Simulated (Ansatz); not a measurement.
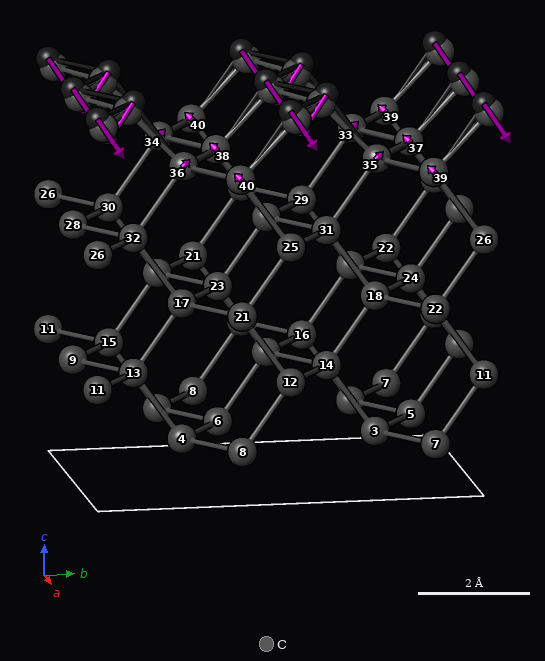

This is a constrained relaxation of a slab of composition C (cut from the Fd-3m phase). The starting structure is drawn faded, the final one solid; purple arrows show the displacements, 5 times their true length.

The picture is a ball-and-stick view of the cell of the calculation, outlined in the plane, without the vacuum (origin shifted), seen slightly off an axis.

Case: clean slab, lower planes held. The slab is the (1 1 0) face of C. 24 atoms are held fixed.

Method: DFT PBE+D3(BJ), scalar-relativistic, plane waves, PAW in Ansatz 0.2.0.

Input
```yaml
crystal:
  lattice:
    - [5.0301999808, 0.0, 0.0]
    - [0.0, 7.1137770343, 0.0]
    - [0.0, 0.0, 22.287749976]
  atoms:
    - { symbol: C, position: [0.25, 0.5, 0.3589415714] }
    - { symbol: C, position: [0.25, 0.0, 0.3589415714] }
    - { symbol: C, position: [0.75, 0.5, 0.3589415714] }
    - { symbol: C, position: [0.75, 0.0, 0.3589415714] }
    - { symbol: C, position: [0.5, 0.625, 0.3589415714] }
    - { symbol: C, position: [0.5, 0.125, 0.3589415714] }
    - { symbol: C, position: [0.0, 0.625, 0.3589415714] }
    - { symbol: C, position: [0.0, 0.125, 0.3589415714] }
    - { symbol: C, position: [0.5, 0.75, 0.4153649429] }
    - { symbol: C, position: [0.5, 0.25, 0.4153649429] }
    - { symbol: C, position: [0.0, 0.75, 0.4153649429] }
    - { symbol: C, position: [0.0, 0.25, 0.4153649429] }
    - { symbol: C, position: [0.75, 0.875, 0.4153649429] }
    - { symbol: C, position: [0.75, 0.375, 0.4153649429] }
    - { symbol: C, position: [0.25, 0.875, 0.4153649429] }
    - { symbol: C, position: [0.25, 0.375, 0.4153649429] }
    - { symbol: C, position: [0.75, 0.0, 0.4717883143] }
    - { symbol: C, position: [0.75, 0.5, 0.4717883143] }
    - { symbol: C, position: [0.25, 0.0, 0.4717883143] }
    - { symbol: C, position: [0.25, 0.5, 0.4717883143] }
    - { symbol: C, position: [0.0, 0.125, 0.4717883143] }
    - { symbol: C, position: [0.0, 0.625, 0.4717883143] }
    - { symbol: C, position: [0.5, 0.125, 0.4717883143] }
    - { symbol: C, position: [0.5, 0.625, 0.4717883143] }
    - { symbol: C, position: [0.0, 0.25, 0.5282116857] }
    - { symbol: C, position: [0.0, 0.75, 0.5282116857] }
    - { symbol: C, position: [0.5, 0.25, 0.5282116857] }
    - { symbol: C, position: [0.5, 0.75, 0.5282116857] }
    - { symbol: C, position: [0.25, 0.375, 0.5282116857] }
    - { symbol: C, position: [0.25, 0.875, 0.5282116857] }
    - { symbol: C, position: [0.75, 0.375, 0.5282116857] }
    - { symbol: C, position: [0.75, 0.875, 0.5282116857] }
    - { symbol: C, position: [0.25, 0.5, 0.5846350571] }
    - { symbol: C, position: [0.25, 0.0, 0.5846350571] }
    - { symbol: C, position: [0.75, 0.5, 0.5846350571] }
    - { symbol: C, position: [0.75, 0.0, 0.5846350571] }
    - { symbol: C, position: [0.5, 0.625, 0.5846350571] }
    - { symbol: C, position: [0.5, 0.125, 0.5846350571] }
    - { symbol: C, position: [0.0, 0.625, 0.5846350571] }
    - { symbol: C, position: [0.0, 0.125, 0.5846350571] }
    - { symbol: C, position: [0.5, 0.75, 0.6410584286] }
    - { symbol: C, position: [0.5, 0.25, 0.6410584286] }
    - { symbol: C, position: [0.0, 0.75, 0.6410584286] }
    - { symbol: C, position: [0.0, 0.25, 0.6410584286] }
    - { symbol: C, position: [0.75, 0.875, 0.6410584286] }
    - { symbol: C, position: [0.75, 0.375, 0.6410584286] }
    - { symbol: C, position: [0.25, 0.875, 0.6410584286] }
    - { symbol: C, position: [0.25, 0.375, 0.6410584286] }
basis:
  ecutwfc: 420
kpoints:
  mp_grid: { grid: [3, 2, 1] }
hamiltonian:
  xc: pbe
  dispersion: d3bj
scf:
  occupations: { method: gaussian, width: 0.05 }
output:
  forces: true
  eigenvalues: true
  write_density: true
  write_potential: true
  elf: true
  volumetric_format: npy
relax:
  adjacent_minimum: "off"
  f_tol: 0.03
  max_steps: 70
  constraints:
    - { sites: [0, 1, 2, 3, 4, 5, 6, 7, 8, 9, 10, 11, 12, 13, 14, 15, 16, 17, 18, 19, 20, 21, 22, 23] }
efield:
  axis: 3
  dipole_correction: true
  ramp_width: 0.04
```

Launched with:
```bash
ansatz run input.yaml --threads 4 --pin off --max-ram 12288MiB --backend cpu --events-out ev --progress --plain --runs-dir out
```

What did the optimiser do to the structure, and how much energy did it gain?

After 6 geometry steps the energy has fallen by 3.457 eV per cell of the calculation. The largest force component goes from 4.5 to 0.0049 eV/Å. The largest moves, 0.19 Å, are those of 8 atoms (C41, C42, C43, C44 and others). C44 goes at 33° to the normal (−c side). The lattice vectors keep their values. Some distances before and after: C41–C45 1.540 → 1.430 Å, C33–C48 1.540 → 1.479 Å, C25–C40 1.540 → 1.593 Å, C33–C37 1.540 → 1.503 Å. Bond angles that change, for instance: C45–C41–C47 109.5° → 123.2°, C31–C35–C46 109.5° → 100.5°, C37–C35–C39 109.5° → 113.6°.

Limits of the set-up: the k-point mesh is coarse for a cell with partly filled bands.
